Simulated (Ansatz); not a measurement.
# Two runs on Cu

System: Cu (I4/mmm, 1 atom in the cell).
Method of the first run: Kohn-Sham DFT of a periodic cell, PBE, Ansatz PAW, no spin polarisation (Ansatz 0.2.0).

The structure derives from a Materials Project entry. Text and figures count atoms from 1; the logs count them from 0 in places.

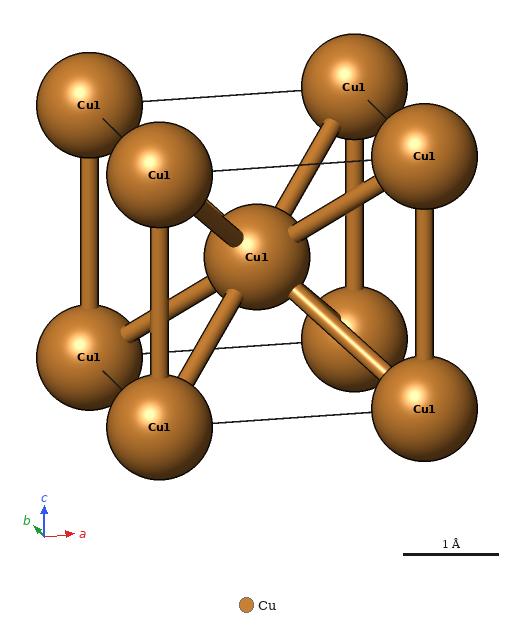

Figure 1. The starting structure (ball-and-stick view of the cell 2 times as large as that of the calculation, set on its symmetry axes, seen slightly off an axis; atoms are numbered from 1 in the order of the input). An atom can appear more than once, as a periodic image.

**Input, the first run**
```yaml
crystal:
  lattice:
    - [-1.44279332, 1.44279332, 1.37608145]
    - [1.44279332, -1.44279332, 1.37608145]
    - [1.44279332, 1.44279332, -1.37608145]
  atoms:
    - { symbol: Cu, position: [0.0, 0.0, 0.0] }
hamiltonian:
  xc: pbe
  pseudopotentials: { kind: paw }
kpoints:
  mp_grid: { grid: [13, 13, 13] }
scf:
  occupations: { method: fermi_dirac, width: 0.05 }
output:
  forces: true
  stress: true
  eigenvalues: true
relax:
  f_tol: 0.01
  max_steps: 40
  cell: { stress_tol: 0.05 }
```

Command:
```bash
ansatz run input.yaml --threads 2 --pin off --max-ram 5632MiB --backend cpu --events-out ev --progress --plain --runs-dir out
```

Hardware: 2 threads of Arm Neoverse V2, 24 GiB of memory available, shared host.

**Output, shortened to warnings, some set-up lines, iterations and results (the first run)**
```
Basis set: ecut = 420 eV, 225 PW (Γ), exchange–correlation on 36×36×36 points (8 copies of the dense FFT grid, shifted against one another)
Symmetry: 16 space group operations
k-points: 196 of 2197
Initial density: superposition of atomic densities (neutral atoms: chi_scale 0, normalization atom), corrected by the library's trained network
[...]
SCF iter   1: F=—  HF=-6625.131498 eV  |F-HF|=—  |Δ(HF+E_count)|=         —  Δρ=1.29e-3  dr2=7.71e-5  ethr=1.77e-3  ⟨swp⟩=5.5  Hψ=13881  notcnv=0
SCF iter   2: F=—  HF=-6625.131620 eV  |F-HF|=—  |Δ(HF+E_count)|=   1.22e-4  Δρ=5.05e-4  dr2=5.61e-6  ethr=4.06e-7  ⟨swp⟩=2.4  Hψ=6342  notcnv=0
SCF iter   3: F=—  HF=-6625.131635 eV  |F-HF|=—  |Δ(HF+E_count)|=   1.45e-5  Δρ=1.26e-4  dr2=4.54e-7  ethr=2.95e-8  ⟨swp⟩=2.1  Hψ=3655  notcnv=0
SCF iter   4: F=-6625.131635 eV  HF=-6625.131635 eV  |F-HF|=2.70e-8  |Δ(HF+E_count)|=   9.35e-7  Δρ=1.99e-5  dr2=2.13e-8  ethr=2.39e-9  ⟨swp⟩=2.0  Hψ=3754  notcnv=0
SCF iter   5: F=-6625.131635 eV  HF=-6625.131635 eV  |F-HF|=4.87e-10  |Δ(HF+E_count)|=   3.30e-9  Δρ=2.95e-6  dr2=2.16e-10  ethr=1.12e-10  ⟨swp⟩=2.2  Hψ=3912  notcnv=0
[... 54 lines ...]
SCF iter   4: F=—  HF=-6625.143851 eV  |F-HF|=—  |Δ(HF+E_count)|=   4.09e-7  Δρ=4.94e-6  dr2=2.21e-10  ethr=3.67e-10  ⟨swp⟩=2.0  Hψ=3788  notcnv=0
SCF iter   5: F=-6625.143851 eV  HF=-6625.143851 eV  |F-HF|=2.00e-11  |Δ(HF+E_count)|=   6.88e-9  Δρ=4.25e-7  dr2=8.52e-12  ethr=1.16e-12  ⟨swp⟩=2.0  Hψ=4334  notcnv=0
SCF iter   6: F=-6625.143851 eV  HF=-6625.143851 eV  |F-HF|=0.00e0  |Δ(HF+E_count)|=  2.36e-11  Δρ=5.67e-8  dr2=1.11e-13  ethr=1.00e-12  ⟨swp⟩=3.6  Hψ=10344  notcnv=0
SCF 8 converged in 6 iterations: F = -6625.143851 eV  dr2 = 1.11e-13
relax step   8: F+E_penalty+E_count = -6625.14385146 eV  Δ(F+E_penalty+E_count) = -3.906e-4 eV  max|allowed force component| = 0.000e0 eV/Å  Δτ_max = 0.0000 Å  P = -0.047 GPa …
basis re-selected at this cell: Δ(F+E_penalty+E_count) = -3.906e-4 eV, ΔP = -0.045 GPa vs the last step (what re-selecting the basis moved, of the pressure what is left beyond the Pulay correction that the steps carried, after the strain that the cell walked since its last selection, with what the …
SCF converged after 6 iterations
Free energy (F): -6625.143851 eV
Harris-Foulkes:  -6625.143851 eV  (|F-HF|=0.00e0)
Internal energy: -6625.141083 eV  (E = F + TS)
E sigma→0 (E₀):  -6625.142467 eV
Entropy (-TS):   -0.002768 eV (-2.768 meV/atom)
Fermi energy:    16.328404 eV
--- Per-component energies (eV) ---
  E_band       = -365.492891
  E_kinetic    = 299.777979
  E_local      = -4083.804939  (includes V_loc(G=0)·N_el)
  E_nonlocal   = 390.247789
  E_hartree    = 1798.109463
  E_xc         = -89.412322
  E_vxc        = -115.375016  (∫ρ·V_xc dr)
  E_paw        = -1663.266196  (= ΣΔE_a)
  E_vpaw       = -452.557897  (= ΣTr[D̂ρ^β])
  E_aug_tail   = 0.000291  (compensation charges beyond the density's cutoff)
  E_ewald      = -3276.793149
  E_smearing   = -0.002768  (= −TS)
  E_closure    = -0.000000  (closes the sum)
  Σ components = -6625.143851   (vs F -6625.143851, Δ=0.00e0)
--- Forces (eV/Å), atoms counted from 1 ---
  atom   1  Cu     0.00000000    -0.00000000     0.00000000
  max |Σ_I F_I| component: 1.23e-32 eV/Å
--- Stress (GPa, compression-positive) ---
       -0.045497       0.000000       0.000000
        0.000000      -0.045497       0.000000
        0.000000       0.000000      -0.049415
  P = ⅓ Tr σ = -0.0468 GPa (-0.468 kbar)
--- Relaxed structure (7 steps of the walk, 7 accepted, 1 SCFs on fresh bases) ---
  F+E_penalty+E_count = -6625.14385146 eV   max|allowed force component| = 0.000e0 eV/Å   (the final SCF, on the basis selected at the relaxed cell)
  cell:  # Å, volume = 12.0230 Å³
    - [-1.4735740177019836, 1.4735740177019836, 1.3842355154879011]
    - [1.4735740177019836, -1.4735740177019836, 1.3842355154879011]
    - [1.4735740177019836, 1.4735740177019836, -1.3842355154879011]
  atoms:
    - { symbol: Cu, position: [0.0, 0.0, 0.0] }
```

For the second run the input was changed thus:
```diff
+  dispersion: d3bj
```

Predict how the results change.

The total energies belong to different models, so their difference says nothing on which is more stable or more accurate. The volume per atom goes from 12.02 to 11.35 Å³. The SCF takes 36 iterations over all geometry steps against 48.

**Output, shortened to warnings, some set-up lines, iterations and results (the second run)**
```
Basis set: ecut = 420 eV, 225 PW (Γ), exchange–correlation on 36×36×36 points (8 copies of the dense FFT grid, shifted against one another)
Symmetry: 16 space group operations
k-points: 196 of 2197
Initial density: superposition of atomic densities (neutral atoms: chi_scale 0, normalization atom), corrected by the library's trained network
[...]
SCF iter   1: F=—  HF=-6625.732906 eV  |F-HF|=—  |Δ(HF+E_count)|=         —  Δρ=1.29e-3  dr2=7.71e-5  ethr=1.77e-3  ⟨swp⟩=5.5  Hψ=13881  notcnv=0
SCF iter   2: F=—  HF=-6625.733028 eV  |F-HF|=—  |Δ(HF+E_count)|=   1.22e-4  Δρ=5.05e-4  dr2=5.61e-6  ethr=4.06e-7  ⟨swp⟩=2.4  Hψ=6342  notcnv=0
SCF iter   3: F=—  HF=-6625.733042 eV  |F-HF|=—  |Δ(HF+E_count)|=   1.45e-5  Δρ=1.26e-4  dr2=4.54e-7  ethr=2.95e-8  ⟨swp⟩=2.1  Hψ=3655  notcnv=0
SCF iter   4: F=-6625.733043 eV  HF=-6625.733043 eV  |F-HF|=2.70e-8  |Δ(HF+E_count)|=   9.35e-7  Δρ=1.99e-5  dr2=2.13e-8  ethr=2.39e-9  ⟨swp⟩=2.0  Hψ=3754  notcnv=0
SCF iter   5: F=-6625.733043 eV  HF=-6625.733043 eV  |F-HF|=4.87e-10  |Δ(HF+E_count)|=   3.30e-9  Δρ=2.95e-6  dr2=2.16e-10  ethr=1.12e-10  ⟨swp⟩=2.2  Hψ=3912  notcnv=0
[... 38 lines ...]
SCF iter   4: F=—  HF=-6625.733520 eV  |F-HF|=—  |Δ(HF+E_count)|=  7.71e-10  Δρ=8.92e-7  dr2=2.09e-11  ethr=1.46e-11  ⟨swp⟩=2.1  Hψ=3771  notcnv=0
SCF iter   5: F=-6625.733520 eV  HF=-6625.733520 eV  |F-HF|=0.00e0  |Δ(HF+E_count)|=  3.18e-11  Δρ=1.52e-8  dr2=4.75e-15  ethr=1.00e-12  ⟨swp⟩=1.0  Hψ=2744  notcnv=0
SCF iter   6: F=-6625.733520 eV  HF=-6625.733520 eV  |F-HF|=9.09e-13  |Δ(HF+E_count)|=    0.00e0  Δρ=3.55e-9  dr2=4.90e-16  ethr=1.00e-12  ⟨swp⟩=3.0  Hψ=9831  notcnv=0
SCF 6 converged in 6 iterations: F = -6625.733520 eV  dr2 = 4.90e-16
relax step   6: F+E_penalty+E_count = -6625.73352011 eV  Δ(F+E_penalty+E_count) = +9.744e-5 eV  max|allowed force component| = 0.000e0 eV/Å  Δτ_max = 0.0000 Å  P = +0.005 GPa …
basis re-selected at this cell: Δ(F+E_penalty+E_count) = +9.744e-5 eV, ΔP = +0.011 GPa vs the last step (what re-selecting the basis moved, of the pressure what is left beyond the Pulay correction that the steps carried, after the strain that the cell walked since its last selection, with what the …
SCF converged after 6 iterations
Free energy (F): -6625.733520 eV
Harris-Foulkes:  -6625.733520 eV  (|F-HF|=9.09e-13)
Internal energy: -6625.730966 eV  (E = F + TS)
E sigma→0 (E₀):  -6625.732243 eV
Entropy (-TS):   -0.002554 eV (-2.554 meV/atom)
Fermi energy:    17.594225 eV
--- Per-component energies (eV) ---
  E_band       = -344.851254
  E_kinetic    = 300.510903
  E_local      = -3977.422679  (includes V_loc(G=0)·N_el)
  E_nonlocal   = 389.566939
  E_hartree    = 1754.837399
  E_xc         = -89.932537
  E_vxc        = -116.085599  (∫ρ·V_xc dr)
  E_paw        = -1662.494422  (= ΣΔE_a)
  E_vpaw       = -451.095925  (= ΣTr[D̂ρ^β])
  E_aug_tail   = 0.000305  (compensation charges beyond the density's cutoff)
  E_ewald      = -3340.189667
  E_disp       = -0.607208  (pairwise vdW)
  E_smearing   = -0.002554  (= −TS)
  E_closure    = -0.000000  (closes the sum)
  Σ components = -6625.733520   (vs F -6625.733520, Δ=0.00e0)
--- Forces (eV/Å), atoms counted from 1 ---
  atom   1  Cu    -0.00000000     0.00000000     0.00000000
  max |Σ_I F_I| component: 2.05e-31 eV/Å
--- Stress (GPa, compression-positive) ---
        0.004105       0.000000      -0.000000
        0.000000       0.004105      -0.000000
       -0.000000      -0.000000       0.005719
  P = ⅓ Tr σ = 0.0046 GPa (0.046 kbar)
--- Relaxed structure (5 steps of the walk, 5 accepted, 1 SCFs on fresh bases) ---
  F+E_penalty+E_count = -6625.73352011 eV   max|allowed force component| = 0.000e0 eV/Å   (the final SCF, on the basis selected at the relaxed cell)
  cell:  # Å, volume = 11.3531 Å³
    - [-1.4368693601606317, 1.4368693601606317, 1.3747415034812196]
    - [1.4368693601606317, -1.4368693601606317, 1.3747415034812196]
    - [1.4368693601606317, 1.4368693601606317, -1.3747415034812196]
  atoms:
    - { symbol: Cu, position: [0.0, 0.0, 0.0] }
```

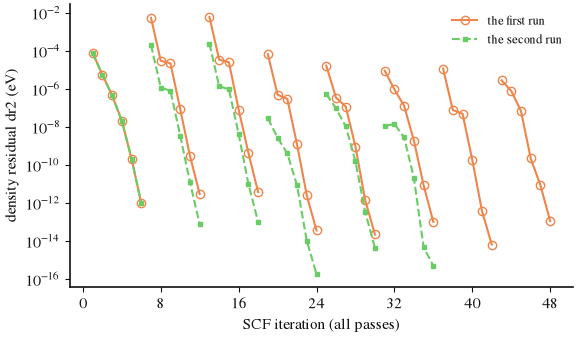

Figure 2. Convergence of the two runs: density residual dr2 against the SCF iteration. A break in a curve parts two SCF passes. The first run takes 48 iterations in all, and the second run takes 36.

**The two runs side by side**

```csv
quantity,the first run,the second run
outcome,converged,converged
free energy per atom (eV),−6625.1439,−6625.7335
"energy per atom, smearing taken to zero (eV)",−6625.1425,−6625.7322
gap on the mesh (eV),0.00,0.00
pressure (GPa),−0.05,0.00
volume per atom (Å³),12.02,11.35
largest force (eV/Å),0.000,0.000
SCF iterations,48,36
irreducible k-points,196,196
wall time (shared host),8.2 s,6 s
```
